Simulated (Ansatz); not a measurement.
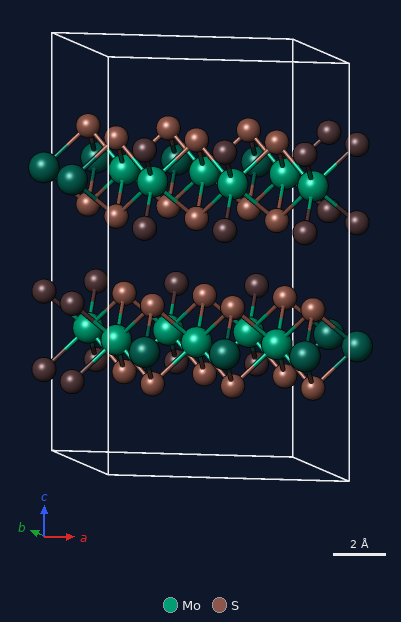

Fig. 1: The structure as given in the input (ball-and-stick view of the 3 × 2 repeat of the cell, with the vacuum cut short, seen slightly off an axis; neighbours outside the cell are drawn fainter). An atom can appear more than once, as a periodic image. Near neighbours in the periodic cell (some may lie outside the picture): Mo has 6 S at 2.40 to 2.41 Å; S has 3 Mo at 2.40 to 2.41 Å.

Run report: MoS$_{2}$, single-point calculation

The run: single-point calculation of MoS$_{2}$ (P-3m1, 6 atoms in the cell). Method and program: DFT r2SCAN, scalar-relativistic, plane waves, PAW, spin-polarised (Ansatz 0.2.0).

The structure derives from a Materials Project entry.

Output:
```
Engine: ansatz 0.2.0, aarch64-unknown-linux-gnu
Pseudopotentials: kind: paw
Pseudopotential: Mo, paw, valence charge 14, recommended cutoff 500 eV (meta_gga), Mo.paw.azcp
Pseudopotential: S, paw, valence charge 6, recommended cutoff 500 eV (meta_gga), S.paw.azcp
Functional definition: r2SCAN
  parameter k0 = 0.174
  parameter k1 = 0.065
  parameter a1 = 4.9479
  exchange = r2scan_x(k0 = k0, k1 = k1, a1 = a1)
  correlation = r2scan_c
Crystal: 6 atoms, lattice volume = 190.324 Å³
Basis set: ecut = 500 eV, 4813 PW (Γ), exchange–correlation on 96×96×640 points (64 copies of the dense FFT grid, shifted against one another)
Bands: 33, of which v1, the nominal top of the filled ones, is band 26 counted from 1 (25 counted from 0)
Symmetry: 12 space group operations
Space group: P-3m1 (ITA 164), of the structure as read, at distance tolerance 5.8e-5 Å
Magnetic group: BNS 164.85 (UNI 1315), of the structure as read, at distance tolerance 5.8e-5 Å
k-points: 7 of 36
Non-local potential: Mo, projectors of the file, l = 0: 3, l = 1: 2, l = 2: 2, l = 3: 1
Non-local potential: S, projectors of the file, l = 0: 2, l = 1: 2, l = 2: 2
PAW form: soft (Blöchl's): semilocal exchange-correlation on the pseudo side does not see the compensation charge
PAW frozen core: Mo, regenerated for the run's functional (the file was generated under x = pbe(κ = 0.804, μ = 0.2195149727645171), c = pbe(β = 0.06672455060314922))
PAW frozen core: S, regenerated for the run's functional (the file was generated under x = pbe(κ = 0.804, μ = 0.2195149727645171), c = pbe(β = 0.06672455060314922))
PAW one-centre angular grid: Mo, 590 points (default); XC on 160 Gauss nodes
PAW one-centre angular grid: S, 302 points (default); XC on 160 Gauss nodes
Initial density: superposition of atomic densities (neutral atoms: chi_scale 0, normalization atom)
Starting moments: Σ|m| = 2 μB on 2 of 6 sites
Initial wavefunctions: pseudopotential atomic-orbital guess
Functional: x = r2scan, c = r2scan; τ floored in thin density (d = 2e-4 eV/Å³)
SCF iter   1: F=-13555.749196 eV  HF=-13566.517336 eV  |F-HF|=1.08e1  |Δ(HF+E_count)|=         —  Δρ=5.00e-2 (↑5.00e-2 ↓2.41e-2)  dr2=1.37e1  dr2_τ=2.40e-1  dr2_m=7.03e-1  M=0.000 μB ∫|m|=0.551 μB  β_m=0.30  ethr=3.10e-3  ⟨swp⟩=10.3  Hψ=2613  notcnv=0
preconditioner: auto → none  [insulator: Δε(μ)=0.967 eV  Ē_g=9.218 eV  σ=0.100 eV  W_gap=1.00  n_scr=14 (ndim 8)  ℏωp=16.1 eV  f_vac=0.405  D(μ)=0.00/eV (n_scr^D=0)  ε∞_Penn≈4.1]
SCF iter   2: F=-13559.994347 eV  HF=-13564.911383 eV  |F-HF|=4.92e0  |Δ(HF+E_count)|=    1.61e0  Δρ=2.54e-2 (↑1.46e-2 ↓2.54e-2)  dr2=5.98e0  dr2_τ=2.60e-1  dr2_m=3.21e-1  M=0.001 μB ∫|m|=0.632 μB  β_m=0.30  ethr=3.10e-3  ⟨swp⟩=3.9  Hψ=1252  notcnv=0  defer=28  κ⁻¹=1.0e0(r=1)
SCF iter   3: F=-13564.040447 eV  HF=-13564.145127 eV  |F-HF|=1.05e-1  |Δ(HF+E_count)|=   7.66e-1  Δρ=1.70e-2 (↑1.70e-2 ↓1.12e-2)  dr2=6.18e-1  dr2_τ=3.86e-2  dr2_m=1.88e-1  M=0.000 μB ∫|m|=0.476 μB  β_m=0.30  ethr=3.10e-3  ⟨swp⟩=2.9  Hψ=930  notcnv=0  defer=21  κ⁻¹=1.8e-2(r=2)
SCF iter   4: F=-13564.242739 eV  HF=-13564.195670 eV  |F-HF|=4.71e-2  |Δ(HF+E_count)|=   5.05e-2  Δρ=9.73e-3 (↑8.09e-3 ↓9.73e-3)  dr2=9.47e-2  dr2_τ=9.09e-3  dr2_m=1.01e-1  M=0.000 μB ∫|m|=0.412 μB  β_m=0.30  ethr=1.19e-3  ⟨swp⟩=2.0  Hψ=820  notcnv=0  defer=21  κ⁻¹=7.7e-4(r=3)
SCF iter   5: F=-13564.148701 eV  HF=-13564.247227 eV  |F-HF|=9.85e-2  |Δ(HF+E_count)|=   5.16e-2  Δρ=6.63e-3 (↑6.63e-3 ↓5.86e-3)  dr2=1.55e-1  dr2_τ=1.39e-3  dr2_m=5.70e-2  M=0.000 μB ∫|m|=0.339 μB  β_m=0.30  ethr=1.82e-4  ⟨swp⟩=2.4  Hψ=786  notcnv=0  defer=21  κ⁻¹=6.3e-4(r=4)
SCF iter   6: F=-13564.256123 eV  HF=-13564.258634 eV  |F-HF|=2.51e-3  |Δ(HF+E_count)|=   1.14e-2  Δρ=5.32e-3 (↑5.32e-3 ↓3.50e-3)  dr2=2.54e-2  dr2_τ=6.06e-4  dr2_m=3.24e-2  M=0.000 μB ∫|m|=0.282 μB  β_m=0.30  ethr=1.82e-4  ⟨swp⟩=1.9  Hψ=623  notcnv=0  defer=21  κ⁻¹=1.6e-5(r=5)
SCF iter   7: F=-13564.275938 eV  HF=-13564.264996 eV  |F-HF|=1.09e-2  |Δ(HF+E_count)|=   6.36e-3  Δρ=3.37e-3 (↑3.16e-3 ↓3.37e-3)  dr2=3.03e-4  dr2_τ=4.70e-4  dr2_m=1.85e-2  M=0.000 μB ∫|m|=0.239 μB  β_m=0.30  ethr=4.89e-5  ⟨swp⟩=2.1  Hψ=704  notcnv=0  defer=21
Mixer restart at iter 7: flushing history
spin-set hold released at iteration 7 (site moments contracting): the magnetisation degrees of freedom join the quasi-Newton model from the next iteration; the mixer history was flushed
SCF iter   8: F=-13564.277386 eV  HF=-13564.270769 eV  |F-HF|=6.62e-3  |Δ(HF+E_count)|=   5.77e-3  Δρ=2.52e-3 (↑2.52e-3 ↓2.50e-3)  dr2=2.15e-4  dr2_τ=1.44e-4  dr2_m=1.09e-2  M=0.000 μB ∫|m|=0.198 μB  β_m=0.30  ethr=5.83e-7  ⟨swp⟩=3.5  Hψ=1042  notcnv=0  defer=21  κ⁻¹=1.0e0(r=1)
SCF iter   9: F=-13564.277587 eV  HF=-13564.278912 eV  |F-HF|=1.32e-3  |Δ(HF+E_count)|=   8.14e-3  Δρ=1.10e-3 (↑6.53e-4 ↓1.10e-3)  dr2=2.60e-3  dr2_τ=5.74e-5  dr2_m=1.31e-3  M=0.000 μB ∫|m|=0.104 μB  β_m=0.30  ethr=4.14e-7  ⟨swp⟩=3.5  Hψ=1122  notcnv=0  defer=21  κ⁻¹=1.6e-1(r=2)
SCF iter  10: F=-13564.279500 eV  HF=-13564.279902 eV  |F-HF|=4.02e-4  |Δ(HF+E_count)|=   9.91e-4  Δρ=4.24e-4 (↑4.04e-4 ↓4.24e-4)  dr2=8.51e-4  dr2_τ=4.87e-6  dr2_m=2.78e-4  M=0.000 μB ∫|m|=0.065 μB  β_m=0.30  ethr=4.14e-7  ⟨swp⟩=3.1  Hψ=1009  notcnv=0  defer=21  κ⁻¹=3.9e-2(r=3)
SCF iter  11: F=-13564.280221 eV  HF=-13564.280029 eV  |F-HF|=1.92e-4  |Δ(HF+E_count)|=   1.26e-4  Δρ=3.51e-4 (↑3.51e-4 ↓3.34e-4)  dr2=1.29e-4  dr2_τ=3.69e-6  dr2_m=1.96e-4  M=0.000 μB ∫|m|=0.054 μB  β_m=0.30  ethr=4.14e-7  ⟨swp⟩=2.3  Hψ=761  notcnv=0  defer=21  κ⁻¹=8.2e-3(r=4)
SCF iter  12: F=-13564.280429 eV  HF=-13564.280253 eV  |F-HF|=1.76e-4  |Δ(HF+E_count)|=   2.25e-4  Δρ=2.71e-4 (↑2.35e-4 ↓2.71e-4)  dr2=7.50e-6  dr2_τ=1.38e-6  dr2_m=1.11e-4  M=0.000 μB ∫|m|=0.041 μB  β_m=0.30  ethr=2.48e-7  ⟨swp⟩=2.3  Hψ=773  notcnv=0  defer=21  κ⁻¹=1.7e-3(r=5)
SCF iter  13: F=-13564.280619 eV  HF=-13564.280609 eV  |F-HF|=1.02e-5  |Δ(HF+E_count)|=   3.56e-4  Δρ=6.95e-5 (↑6.95e-5 ↓5.07e-5)  dr2=2.97e-6  dr2_τ=1.29e-7  dr2_m=5.57e-6  M=0.000 μB ∫|m|=0.010 μB  β_m=0.30  ethr=1.44e-8  ⟨swp⟩=4.1  Hψ=1332  notcnv=0  defer=21  κ⁻¹=9.1e-5(r=6)
SCF iter  14: F=-13564.280628 eV  HF=-13564.280626 eV  |F-HF|=1.83e-6  |Δ(HF+E_count)|=   1.68e-5  Δρ=2.65e-5 (↑2.65e-5 ↓1.77e-5)  dr2=5.23e-7  dr2_τ=1.48e-8  dr2_m=7.33e-7  M=0.000 μB ∫|m|=0.003 μB  β_m=0.30  ethr=5.72e-9  ⟨swp⟩=3.6  Hψ=1038  notcnv=0  defer=21  κ⁻¹=2.3e-5(r=7)
SCF iter  15: F=-13564.280629 eV  HF=-13564.280628 eV  |F-HF|=4.53e-7  |Δ(HF+E_count)|=   2.52e-6  Δρ=1.01e-5 (↑1.01e-5 ↓8.92e-6)  dr2=3.15e-8  dr2_τ=2.86e-9  dr2_m=1.53e-7  M=0.000 μB ∫|m|=0.001 μB  β_m=0.30  ethr=1.92e-10  ⟨swp⟩=11.4  Hψ=2717  notcnv=0  κ⁻¹=9.8e-6(r=8)
iter 16 did not close the SCF: its close was put off for a magnetic moment that had not settled (scf_convergence_deferred on its scf_iter line)
SCF iter  16: F=-13564.280629 eV  HF=-13564.280629 eV  |F-HF|=1.15e-7  |Δ(HF+E_count)|=   4.98e-7  Δρ=4.81e-6 (↑4.70e-6 ↓4.81e-6)  dr2=5.82e-9  dr2_τ=2.95e-10  dr2_m=3.80e-8  M=0.000 μB ∫|m|=0.000 μB  β_m=0.30  ethr=6.06e-11  ⟨swp⟩=5.0  Hψ=1724  notcnv=0  κ⁻¹=8.6e-7(r=8)
iter 17 did not close the SCF: its close was put off for a magnetic moment that had not settled (scf_convergence_deferred on its scf_iter line)
SCF iter  17: F=-13564.280629 eV  HF=-13564.280629 eV  |F-HF|=8.96e-9  |Δ(HF+E_count)|=   1.50e-7  Δρ=1.48e-6 (↑1.20e-6 ↓1.48e-6)  dr2=6.00e-10  dr2_τ=4.51e-11  dr2_m=3.00e-9  M=0.000 μB ∫|m|=0.000 μB  β_m=0.30  ethr=1.12e-11  ⟨swp⟩=1.9  Hψ=1671  notcnv=0  κ⁻¹=5.7e-7(r=8)
iter 18 did not close the SCF: its close was put off for a magnetic moment that had not settled (scf_convergence_deferred on its scf_iter line)
SCF iter  18: F=-13564.280629 eV  HF=-13564.280629 eV  |F-HF|=2.37e-9  |Δ(HF+E_count)|=   1.03e-8  Δρ=7.94e-7 (↑6.59e-7 ↓7.94e-7)  dr2=2.05e-10  dr2_τ=1.76e-11  dr2_m=8.75e-10  M=0.000 μB ∫|m|=0.000 μB  β_m=0.30  ethr=1.15e-12  ⟨swp⟩=1.1  Hψ=1556  notcnv=0  κ⁻¹=1.2e-7(r=8)
iter 19 did not close the SCF: its close was put off for a magnetic moment that had not settled (scf_convergence_deferred on its scf_iter line)
SCF iter  19: F=-13564.280629 eV  HF=-13564.280629 eV  |F-HF|=2.35e-10  |Δ(HF+E_count)|=   3.27e-9  Δρ=2.53e-7 (↑2.53e-7 ↓2.07e-7)  dr2=1.47e-11  dr2_τ=1.34e-12  dr2_m=8.79e-11  M=0.000 μB ∫|m|=0.000 μB  β_m=0.30  ethr=1.00e-12  ⟨swp⟩=1.0  Hψ=1443  notcnv=0  κ⁻¹=7.2e-8(r=8)
SCF iter  20: F=-13564.280629 eV  HF=-13564.280629 eV  |F-HF|=2.91e-11  |Δ(HF+E_count)|=  2.82e-10  Δρ=1.30e-7 (↑1.30e-7 ↓9.36e-8)  dr2=7.03e-12  dr2_τ=2.75e-13  dr2_m=2.01e-11  M=0.000 μB ∫|m|=0.000 μB  ethr=1.00e-12  ⟨swp⟩=1.0  Hψ=1145  notcnv=0
WARN: the starting moments were not kept: the SCF closed with an absolute magnetisation of 1.1e-5 μB, where they sum to 2 μB in size (2 sites). That is at most 0.1 of that sum. Measured as dr2_m measures the in/out step, that magnetisation stands 8.8e-12 eV from none, at or under the dr2_threshold of 1.0e-7 eV: it is no larger than a step whose dr2_m would equal this threshold. The system may hold no moment; this SCF shows only that its start led to no more than that. To try another start: raise the starting moments (crystal.atoms[].spin, magnetization.per_species, magnetization.initial_magnetization, or on a non-collinear deck that types none of these the spinor_matrix: blocks that start its atoms; where the total moment is fixed, keep their sum and leave initial_magnetization as it is; typed ones take the place of any that the run laid by itself, positive ones on a crystal's lanthanoids without a Hubbard term where scf.initial_density.shell_occupations: [] is typed) or, if the notice of its spin-set hold's release reads "site moments contracting" or "site moments show no strong build", lengthen the hold (scf.mixing.spin_hold: { on: { confirm: 4 } }; for m-r²SCAN on two components see the key's manual first). Each may lead to a state that holds a moment. A second SCF, from the converged charge density, with the starting moments and any scf.initial_density.shell_occupations laid on it anew, would have followed, and was not run: the deck does not ask for one (magnetization.retry_lost_moments is false, the default). To let it run, set magnetization.retry_lost_moments: true and run the deck again, where that key's refused combinations let it; where memory then withholds it, that run's warning says so.
SCF 1 converged in 20 iterations: F = -13564.280629 eV  dr2 = 7.03e-12
  greatest PAW one-centre occupation: 0.996 electrons in one spin orbital (limit 2), on the Mo atom at site 1 (counted from 0), in its partial waves of l = 0
```

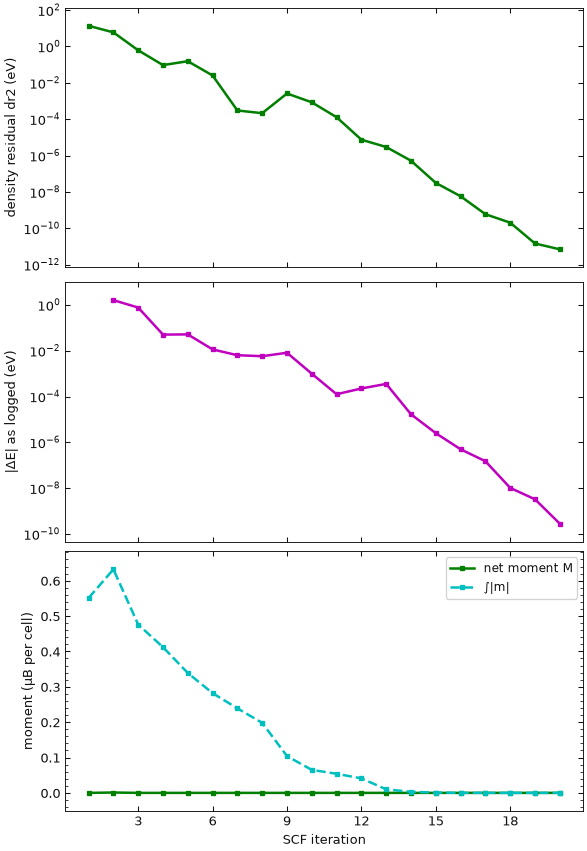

Fig. 2: Convergence of the self-consistent field: density residual dr2, size of the energy change and magnetic moment against the SCF iteration. The residual comes down, with one marked jump up, by a factor of about 10, at step 9. The net moment stays at 0.0 μB per cell, and ∫|m| falls to zero.

```
this state was not tested for a lower state beside it, because the mixer in use, unlike msr1, does not test its closes by its own steps (another_mixer; see scf.mixing.algorithm and scf.lower_state_search)
SCF converged after 20 iterations
Magnetization: 0.0000 μB (26.0000 up, 26.0000 down)
Absolute magnetization: 0.0000 μB (∫|ρ↑−ρ↓|, with the PAW one-centre terms)
Spin contamination: 0.0000 ħ² per cell (⟨S²⟩ above its minimum at these occupations)
Per-site moments (μB) at R_I (Å): [(2.825939905709336e-7, 0.9920217059193931), (2.8259399053218165e-7, 0.992021705919393), (2.297988430748034e-7, 0.9920217059193931), (3.314682760924559e-7, 0.992332526424211), (3.3146827606920993e-7, 0.992332526424211), (2.2979884312259006e-7, 0.992021705919393)]
Free energy (F): -13564.280629 eV
Harris-Foulkes:  -13564.280629 eV  (|F-HF|=2.91e-11)
Internal energy: -13564.280629 eV  (E = F + TS)
E sigma→0 (E₀):  -13564.280629 eV
Fermi energy:    4.044333 eV
--- Per-component energies (eV) ---
  E_band       = -720.074117
  E_kinetic    = 1308.556158
  E_local      = -24637.735167  (includes V_loc(G=0)·N_el)
  E_nonlocal   = 396.796520
  E_hartree    = 11680.175119
  E_xc         = -724.735356
  E_vxc        = -891.576858  (∫ρ·V_xc dr)
  E_paw        = -8871.623060  (= ΣΔE_a)
  E_vpaw       = -308.229789  (= ΣTr[D̂ρ^β])
  E_aug_tail   = 0.000017  (compensation charges beyond the density's cutoff)
  E_vtau       = 51.764716  (kinetic-family band-sum trace: ∫τ·v_τ [+ j·A + Jᵃ·Aᵃ] dr)
  E_ewald      = 7285.166613
  E_core_change = -0.881474  (= ΣΔE_core)
  E_smearing   = -0.000000  (= −TS)
  E_closure    = 0.000000  (closes the sum)
  Σ components = -13564.280629   (vs F -13564.280629, Δ=0.00e0)
--- Forces (eV/Å), atoms counted from 1 ---
  atom   1  Mo     0.00000000     0.00000000    -0.00551715
  atom   2  Mo     0.00000000    -0.00000000     0.00551715
  atom   3  S      0.00000000     0.00000000     0.03899700
  atom   4  S      0.00000000    -0.00000000     0.02727566
  atom   5  S      0.00000000     0.00000000    -0.02727566
  atom   6  S      0.00000000    -0.00000000    -0.03899700
  max |Σ_I F_I| component: 1.85e-17 eV/Å
--- Stress (GPa, compression-positive) ---
        0.021953      -0.000000       0.000000
       -0.000000       0.021953       0.000000
        0.000000       0.000000       0.206717
  P = ⅓ Tr σ = 0.0835 GPa (0.835 kbar)
--- Band table (eV; the first three rows and the last of 14) ---
  k-point 0 ↑: bands = ["-59.8441", "-59.8441", "-33.2412", "-33.2412", "-33.0316", "-33.0316", "-33.0316", "-33.0316", "-11.8467", "-11.7748", "-10.4570", "-10.3349", "-3.0614", "-2.7086", "0.1661", "0.1661", "0.1695", "0.1695", "0.7319", "1.3166", "1.3166", "1.3281", "1.3281", "1.5501", "2.8916", "3.3859", "5.9212", "5.9212", "5.9294", "5.9294", "6.1692", "6.1692", "6.2136"]
  k-point 1 ↑: bands = ["-59.8339", "-59.8339", "-33.2207", "-33.2207", "-33.1327", "-33.1327", "-33.0545", "-33.0545", "-11.4361", "-11.3666", "-10.2901", "-10.1831", "-2.6390", "-2.3006", "-0.5969", "-0.5762", "-0.2489", "0.0416", "0.5807", "0.5897", "0.7501", "0.7656", "1.6663", "2.0253", "2.6641", "2.8591", "5.4073", "5.6215", "5.7539", "5.7627", "5.8146", "5.9103", "6.5286"]
  k-point 2 ↑: bands = ["-59.8134", "-59.8134", "-33.3304", "-33.3304", "-33.1795", "-33.1794", "-33.1001", "-33.1001", "-10.4838", "-10.4288", "-9.9094", "-9.8437", "-2.5721", "-2.4453", "-1.4857", "-1.3423", "-1.1612", "-0.9700", "-0.0767", "-0.0575", "1.1876", "1.3948", "1.4363", "1.4663", "1.9710", "2.0510", "5.3186", "5.3626", "5.3728", "5.6504", "6.5519", "6.8611", "7.2825"]
  k-point 6 ↓: bands = ["-59.7980", "-59.7980", "-33.3305", "-33.3305", "-33.2830", "-33.2830", "-33.1484", "-33.1484", "-9.6046", "-9.6046", "-9.5131", "-9.5131", "-2.6876", "-2.6426", "-1.8196", "-1.8196", "-1.2834", "-1.2093", "-0.7656", "-0.7656", "-0.0206", "-0.0206", "0.7432", "0.7432", "2.9286", "2.9753", "4.7131", "4.7131", "6.1110", "6.4704", "6.7443", "6.7443", "8.1604"]
--- Löwdin populations: 6 sites ---
  site symbol       q [e]    m [muB]
     0     Mo     13.6308    -0.0000
     1     Mo     13.6308    -0.0000
     2      S      6.0814     0.0000
     3      S      6.0834     0.0000
     4      S      6.0834     0.0000
     5      S      6.0814     0.0000
  spilling = 0.007864 (of n_electrons = 52.000000)
```

File populations.tsv:
```
# site	symbol	l	j	q_up	q_dn
# orbitals = lowdin
# n_electrons = 52.000000
# spilling = 0.007864
0	Mo	0_4S	-	0.983819	0.983819
0	Mo	0_5S	-	0.256577	0.256577
0	Mo	1_4P	-	2.996938	2.996938
0	Mo	2_4D	-	2.578054	2.578054
1	Mo	0_4S	-	0.983819	0.983819
1	Mo	0_5S	-	0.256577	0.256577
1	Mo	1_4P	-	2.996938	2.996938
1	Mo	2_4D	-	2.578054	2.578054
2	S	0_3S	-	0.881486	0.881486
2	S	1_3P	-	2.159214	2.159213
3	S	0_3S	-	0.882171	0.882171
3	S	1_3P	-	2.159512	2.159512
4	S	0_3S	-	0.882171	0.882171
4	S	1_3P	-	2.159512	2.159512
5	S	0_3S	-	0.881486	0.881486
5	S	1_3P	-	2.159214	2.159213
```

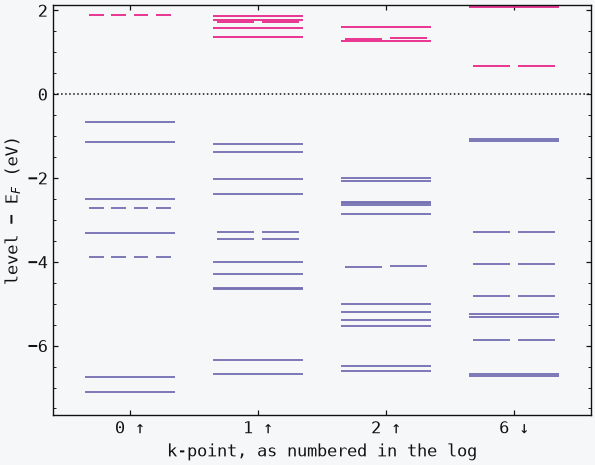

Fig. 3: Kohn–Sham levels near the Fermi level (dotted) at the few k-points that the log prints; levels within 0.02 eV of each other stand side by side. Among these points the highest filled and lowest empty levels are 1.33 eV apart, which is the gap on the mesh.

The run was set up as follows.

Input file:
```yaml
crystal:
  lattice:
    - [3.184541456, 0.0, 0.0]
    - [-1.592270728, 2.7578938003, 0.0]
    - [0.0, 0.0, 21.67053472]
  atoms:
    - { symbol: Mo, position: [0.66666667, 0.33333333, 0.14883977], spin: 1.0 }
    - { symbol: Mo, position: [0.33333333, 0.66666667, 0.85116023], spin: 1.0 }
    - { symbol: S, position: [0.33333333, 0.66666667, 0.22037461] }
    - { symbol: S, position: [0.66666667, 0.33333333, 0.922749] }
    - { symbol: S, position: [0.33333333, 0.66666667, 0.077251] }
    - { symbol: S, position: [0.66666667, 0.33333333, 0.77962539] }
basis:
  ecutwfc: 500
kpoints:
  mp_grid: { grid: [6, 6, 1] }
hamiltonian:
  xc: r2scan
scf:
  occupations: { method: gaussian, width: 0.1 }
  lower_state_search: "off"
output:
  forces: true
  stress: true
  eigenvalues: true
  populations: true
magnetization:
  spin_polarized: true
```

Launch command:
```bash
ansatz run input.yaml --threads 1 --pin off --max-ram 2560MiB --backend cpu --events-out ev --progress --plain --runs-dir out
```

Summary:

```json
{"quantity": "outcome", "value": "converged"}
{"quantity": "space group (tolerance 0.01 Å)", "value": "P-3m1 (164)"}
{"quantity": "electrons treated", "value": "52"}
{"quantity": "free energy", "value": "−13564.2806 eV"}
{"quantity": "Fermi energy", "value": "4.044 eV"}
{"quantity": "gap on the k-point mesh", "value": "1.33 eV"}
{"quantity": "net moment of the cell", "value": "0.00 μB"}
{"quantity": "integrated absolute moment", "value": "0.00 μB"}
{"quantity": "pressure", "value": "0.08 GPa"}
{"quantity": "largest force (length of the vector)", "value": "0.039 eV/Å"}
{"quantity": "hardware", "value": "1 thread of Arm Neoverse V1, 24 GiB of memory available, shared host"}
{"quantity": "wall time", "value": "58 s"}
{"quantity": "peak memory", "value": "0.85 GiB"}
```

Notes:

The electronic state found may not be the lowest one. The program warns: some starting moments were not kept; the state was not tested for a lower one.
